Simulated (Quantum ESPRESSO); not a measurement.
**Run report: La₂O₃, band-structure run (part 2 of 2)**

The same run, continued: La₂O₃ (5 atoms in the cell); Kohn-Sham DFT of a periodic cell, LDA, GBRV 1.5 LDA, no spin polarisation (Quantum ESPRESSO 7.5); cutoff 612.26 eV, 5×5×8 k-mesh, fermi-dirac of 0.05 eV. The structure derives from a Materials Project entry.

Geometry of the input (Å; fractional positions):
```
6.2668  0.0000  0.0000
-3.1334  5.4272  0.0000
0.0000  0.0000  3.2998
La 0.6667  0.3333  0.5000
La 0.3333  0.6667  0.5000
O  0.5080  0.0000  0.0000
O  -0.0000  0.5080  0.0000
O  0.4920  0.4920  0.0000
```

## Log, continued
```
     iteration # 10     ecut=    45.00 Ry     beta= 0.50
     Davidson diagonalization with overlap
     ethr =  2.08E-08,  avg # of iterations =  4.0

     negative rho (up, down):  1.235E-01 0.000E+00

     total energy              =    -302.02279094 Ry
     estimated scf accuracy    <       0.00000182 Ry

     iteration # 11     ecut=    45.00 Ry     beta= 0.50
     Davidson diagonalization with overlap
     ethr =  4.55E-09,  avg # of iterations =  2.0

     negative rho (up, down):  1.235E-01 0.000E+00

     total energy              =    -302.02279098 Ry
     estimated scf accuracy    <       0.00000048 Ry

     iteration # 12     ecut=    45.00 Ry     beta= 0.50
     Davidson diagonalization with overlap
     ethr =  1.20E-09,  avg # of iterations =  2.6

     negative rho (up, down):  1.235E-01 0.000E+00

     total energy              =    -302.02279099 Ry
     estimated scf accuracy    <       0.00000015 Ry

     iteration # 13     ecut=    45.00 Ry     beta= 0.50
     Davidson diagonalization with overlap
     ethr =  3.73E-10,  avg # of iterations =  3.9

     negative rho (up, down):  1.235E-01 0.000E+00

     total energy              =    -302.02279104 Ry
     estimated scf accuracy    <          2.1E-09 Ry

     iteration # 14     ecut=    45.00 Ry     beta= 0.50
     Davidson diagonalization with overlap
     ethr =  5.29E-12,  avg # of iterations =  4.7

     negative rho (up, down):  1.235E-01 0.000E+00

     End of self-consistent calculation

          k = 0.0000 0.0000 0.0000 (  3925 PWs)   bands (ev):

   -24.6639 -24.4404 -11.3786 -11.3786  -9.6304  -8.1007  -8.1007  -7.4219
    -7.0461  -6.1839  -6.1839   2.5413   3.6313   3.6313   3.9208   3.9208
     4.8823   4.8823   5.1774   5.3901   7.2855   9.3057   9.9413   9.9413
    10.8035  10.8267  10.8267  10.8606

          k = 0.0000 0.0000 0.1604 (  3853 PWs)   bands (ev):

   -24.6174 -24.4009 -11.2418 -11.2418 -10.1643  -8.0389  -8.0389  -7.4776
    -7.0201  -6.4505  -6.4505   3.1423   3.7273   3.7273   3.9673   3.9673
     4.5783   4.5783   4.9884   5.2310   7.7111   9.5576  10.0730  10.0730
    10.7483  10.7596  10.7598  10.8876

          k = 0.0000 0.0000 0.3207 (  3865 PWs)   bands (ev):

   -24.5016 -24.3031 -11.0966 -10.8456 -10.8456  -8.3724  -7.8836  -7.8836
    -7.1443  -7.1443  -6.3877   3.6348   3.6348   3.9860   3.9860   4.1767
     4.3717   4.3717   4.4209   5.3652   8.6742  10.0565  10.3151  10.3152
    10.5898  10.5898  10.6070  10.6133

          k = 0.0000 0.0000 0.4811 (  3872 PWs)   bands (ev):

   -24.3804 -24.2018 -11.8309 -10.2551 -10.2551  -9.1330  -8.0143  -8.0143
    -7.7167  -7.7167  -5.9263   2.9931   2.9931   3.4785   4.2689   4.2689
     4.5852   4.5852   5.5038   5.5082   9.6534  10.3524  10.3591  10.3591
    10.4532  10.4554  10.4554  10.5139

          k = 0.0000 0.0000-0.6415 (  3866 PWs)   bands (ev):

   -24.3284 -24.1587 -12.1044  -9.8186  -9.8186  -9.4210  -8.5606  -8.5606
    -7.6453  -7.6453  -5.7580   2.7295   2.7295   3.2084   4.3996   4.3996
     4.6966   4.6966   5.5706   5.8980  10.1960  10.2297  10.2297  10.3129
    10.3856  10.4750  10.4750  10.5106

          k = 0.0000 0.1560 0.0000 (  3896 PWs)   bands (ev):

   -24.6458 -24.4598 -11.3851 -11.2786  -9.8846  -8.0718  -7.8288  -7.3923
    -7.0797  -6.3182  -6.2076   2.7052   3.6302   3.7606   3.8515   3.9942
     4.6336   4.8860   5.0566   5.2180   7.5766   9.5552   9.9035  10.0505
    10.8018  10.8107  10.8419  10.8429

          k = 0.0000 0.1560 0.1604 (  3869 PWs)   bands (ev):

   -24.5998 -24.4196 -11.2480 -11.1608 -10.2599  -8.0395  -8.0111  -7.5718
    -6.9063  -6.4715  -6.4469   3.1190   3.6131   3.7254   4.1161   4.1492
     4.2726   4.5911   5.0684   5.1226   7.9710   9.7286  10.0363  10.1652
    10.7276  10.7420  10.7555  10.8228

          k = 0.0000 0.1560 0.3207 (  3863 PWs)   bands (ev):

   -24.4854 -24.3202 -11.0614 -10.8511 -10.8462  -8.4390  -7.9981  -7.8586
    -7.1600  -6.9944  -6.3712   3.3804   3.6124   3.7078   3.9329   4.2717
     4.5038   4.5346   4.6965   5.2734   8.8807  10.0809  10.2849  10.3840
    10.5777  10.5865  10.6159  10.6237

          k = 0.0000 0.1560 0.4811 (  3850 PWs)   bands (ev):

   -24.3658 -24.2171 -11.7494 -10.5193 -10.2589  -8.9336  -8.0305  -7.8374
    -7.7858  -7.6916  -6.0763   3.0092   3.0790   3.7113   4.0606   4.1290
     4.6168   4.6672   5.3909   5.3998   9.7381  10.2424  10.4189  10.4417
    10.4436  10.5237  10.5319  10.5690

          k = 0.0000 0.1560-0.6415 (  3854 PWs)   bands (ev):

   -24.3145 -24.1732 -12.0117 -10.4387  -9.8192  -8.7063  -8.5775  -8.4965
    -7.7181  -7.6232  -5.9944   2.8249   2.9715   3.3170   4.2861   4.3578
     4.6148   4.6494   5.4290   5.6681  10.0074  10.3335  10.3372  10.4055
    10.4919  10.5032  10.5071  10.5836

          k = 0.0000 0.3120 0.0000 (  3872 PWs)   bands (ev):

   -24.6032 -24.5043 -11.3953 -11.0354 -10.3103  -8.0237  -7.3382  -7.3224
    -7.1563  -6.6531  -6.2475   3.0707   3.6283   3.7798   4.0698   4.1214
     4.1666   4.7660   4.8420   4.9358   8.2763   9.5081  10.0998  10.2226
    10.4843  10.8145  10.8781  10.8823

          k = 0.0000 0.3120 0.1604 (  3861 PWs)   bands (ev):

   -24.5585 -24.4627 -11.2579 -10.9710 -10.4748  -7.9812  -7.9642  -7.7603
    -6.6924  -6.5074  -6.4927   3.1840   3.5114   3.6560   3.8186   4.4280
     4.5283   4.6116   4.8655   4.9746   8.6143   9.6773  10.1581  10.3153
    10.4824  10.7153  10.7683  10.8029

          k = 0.0000 0.3120 0.3207 (  3864 PWs)   bands (ev):

   -24.4475 -24.3596 -10.9833 -10.8686 -10.8599  -8.4965  -8.1968  -7.8160
    -7.1879  -6.7457  -6.3873   3.1317   3.4443   3.5506   3.9311   4.2366
     4.7471   4.8413   4.9342   5.0456   9.3975  10.0080  10.2560  10.4933
    10.5097  10.5781  10.6390  10.6748

          k = 0.0000 0.3120 0.4811 (  3852 PWs)   bands (ev):

   -24.3315 -24.2525 -11.5431 -10.9339 -10.2651  -8.6447  -8.0531  -8.0270
    -7.6571  -7.3590  -6.4329   3.2013   3.2607   3.5823   3.9146   4.2494
     4.5683   4.7753   5.1430   5.1745   9.9883  10.2141  10.3886  10.4527
    10.5034  10.5590  10.6234  10.7269

          k = 0.0000 0.3120-0.6415 (  3860 PWs)   bands (ev):

   -24.2820 -24.2068 -11.7741 -11.0297  -9.8203  -8.6034  -8.3556  -7.8847
    -7.8729  -7.5890  -6.5390   3.0130   3.5653   3.5742   4.0208   4.2764
     4.2918   4.5137   5.2367   5.3112  10.0440  10.3780  10.3991  10.4604
    10.5048  10.5409  10.7774  10.8452

          k = 0.1351 0.2340 0.0000 (  3867 PWs)   bands (ev):

   -24.6138 -24.4933 -11.3962 -11.0920 -10.2214  -8.0227  -7.4683  -7.3399
    -7.1375  -6.5487  -6.2490   2.9926   3.6281   3.7508   3.9929   4.1542
     4.2351   4.8593   4.8998   4.9320   8.0904   9.7003   9.8723  10.2346
    10.6899  10.8176  10.8697  10.8716

          k = 0.1351 0.2340 0.1604 (  3871 PWs)   bands (ev):

   -24.5688 -24.4521 -11.2587 -11.0135 -10.4250  -8.0128  -7.9648  -7.7115
    -6.7477  -6.5066  -6.4640   3.1723   3.3965   3.8893   3.9497   4.1323
     4.5120   4.6134   4.8761   5.0725   8.4394   9.8602   9.9602  10.3198
    10.6422  10.6820  10.7490  10.7642

          k = 0.1351 0.2340 0.3207 (  3865 PWs)   bands (ev):

   -24.4569 -24.3499 -11.0027 -10.8605 -10.8575  -8.4846  -8.1712  -7.8138
    -7.1895  -6.7871  -6.3824   3.2284   3.3780   3.5818   3.9107   4.4564
     4.5104   4.7772   4.9197   5.1078   9.2504  10.1105  10.1772  10.4846
    10.5546  10.5901  10.6274  10.6419

          k = 0.1351 0.2340 0.4811 (  3855 PWs)   bands (ev):

   -24.3401 -24.2438 -11.5969 -10.8446 -10.2655  -8.6964  -8.0646  -7.9807
    -7.6582  -7.4575  -6.3453   3.1245   3.2239   3.7938   3.8145   4.1593
     4.6674   4.6934   5.2142   5.2158   9.9126  10.2298  10.4034  10.4560
    10.4753  10.5713  10.6087  10.6895

          k = 0.1351 0.2340-0.6415 (  3858 PWs)   bands (ev):

   -24.2901 -24.1985 -11.8363 -10.9132  -9.8204  -8.6061  -8.3741  -8.0593
    -7.8532  -7.5865  -6.4041   2.9896   3.3763   3.5029   4.1108   4.2861
     4.4450   4.5080   5.2671   5.3742  10.0544  10.3670  10.4258  10.4266
    10.4693  10.5441  10.7240  10.8591

          k = 0.1351 0.3900 0.0000 (  3858 PWs)   bands (ev):

   -24.5771 -24.5311 -11.4038 -10.8642 -10.5256  -7.9877  -7.2790  -7.2017
    -7.1210  -6.8312  -6.2790   3.3105   3.6266   3.7461   3.7929   4.2667
     4.3459   4.6260   4.6505   4.9108   8.6986   9.2721  10.1078  10.3770
    10.4290  10.6893  10.8176  10.8538

          k = 0.1351 0.3900 0.1604 (  3856 PWs)   bands (ev):

   -24.5332 -24.4886 -11.2661 -10.8423 -10.6071  -7.9511  -7.9203  -7.8488
    -6.6018  -6.5453  -6.5149   3.2698   3.3396   3.5979   4.0039   4.3850
     4.5559   4.6267   4.7808   4.9571   8.9996   9.4871  10.1360  10.4255
    10.4555  10.6551  10.7210  10.7565

          k = 0.1351 0.3900 0.3207 (  3848 PWs)   bands (ev):

   -24.4242 -24.3833 -10.9416 -10.8891 -10.8668  -8.4659  -8.3146  -7.7833
    -7.2102  -6.6164  -6.4425   3.1524   3.3408   3.3824   3.9811   4.4458
     4.7628   4.8064   4.9726   5.0005   9.6840   9.9223  10.1429  10.5347
    10.5587  10.5808  10.6361  10.7064

          k = 0.1351 0.3900 0.4811 (  3860 PWs)   bands (ev):

   -24.3106 -24.2738 -11.4035 -11.1250 -10.2701  -8.4840  -8.1871  -8.0698
    -7.6291  -7.0954  -6.6621   3.3442   3.3959   3.4461   3.7038   4.5168
     4.5343   4.7410   5.0496   5.0792  10.1157  10.2346  10.3456  10.4591
    10.4921  10.5981  10.6580  10.7693

          k = 0.1351 0.3900-0.6415 (  3854 PWs)   bands (ev):

   -24.2620 -24.2271 -11.6104 -11.2727  -9.8213  -8.6248  -8.2364  -7.9990
    -7.5622  -7.4920  -6.8748   3.1258   3.7186   3.8961   3.9066   4.0762
     4.2369   4.3495   5.1872   5.2109  10.1874  10.4019  10.4098  10.4394
    10.4777  10.5684  10.8438  10.8519

     the Fermi energy is     6.5928 ev

!    total energy              =    -302.02279104 Ry
     estimated scf accuracy    <          5.6E-10 Ry
     smearing contrib. (-TS)   =      -0.00000000 Ry
     internal energy E=F+TS    =    -302.02279104 Ry

     The total energy is F=E-TS. E is the sum of the following terms:
     one-electron contribution =    -115.80425027 Ry
     hartree contribution      =      77.98951931 Ry
     xc contribution           =    -119.60021473 Ry
     ewald contribution        =    -144.60784535 Ry

     convergence has been achieved in  14 iterations

     negative rho (up, down):  1.235E-01 0.000E+00

     Forces acting on atoms (cartesian axes, Ry/au):

     atom    1 type  1   force =     0.00000000    0.00000000   -0.00000000
     atom    2 type  1   force =     0.00000000    0.00000000   -0.00000000
     atom    3 type  2   force =    -0.00278573    0.00000000   -0.00000000
     atom    4 type  2   force =     0.00139286   -0.00241251   -0.00000000
     atom    5 type  2   force =     0.00139286    0.00241251    0.00000000

     Total force =     0.004825     Total SCF correction =     0.000001

     Computing stress (Cartesian axis) and pressure

     negative rho (up, down):  1.235E-01 0.000E+00
          total   stress  (Ry/bohr**3)                   (kbar)     P=      -29.66
  -0.00009896   0.00000000  -0.00000000          -14.56        0.00       -0.00
   0.00000000  -0.00009896  -0.00000000            0.00      -14.56       -0.00
   0.00000000   0.00000000  -0.00040704            0.00        0.00      -59.88

=------------------------------------------------------------------------------=
   JOB DONE.
=------------------------------------------------------------------------------=
```

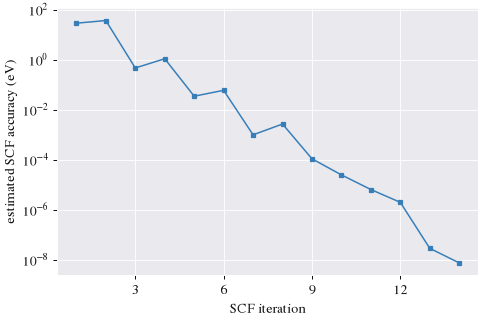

Fig. 1: Convergence of the self-consistent field: estimated SCF accuracy against the iteration. The field takes 14 iterations in all.

## Results in brief

| quantity | value |
| --- | --- |
| outcome | converged |
| space group (tolerance 0.01 Å) | P-62m (189) |
| electrons treated | 40 |
| free energy | −4109.2294 eV |
| Fermi energy of the self-consistent step | 6.593 eV |
| gap on the k-point mesh | 1.39 eV |
| gap on the band path | 1.39 eV |
| pressure | −2.97 GPa |
| largest force (length of the vector) | 0.072 eV/Å |
| hardware | 2 threads of Intel Xeon @ 2.90GHz (Ice Lake), 128 GiB of memory available, shared host |
| wall time | 3.1 min (CPU time 5.9 min) |
| peak memory | 1 GiB |

Notes on the run: eigenvalues not converged; negative rho.
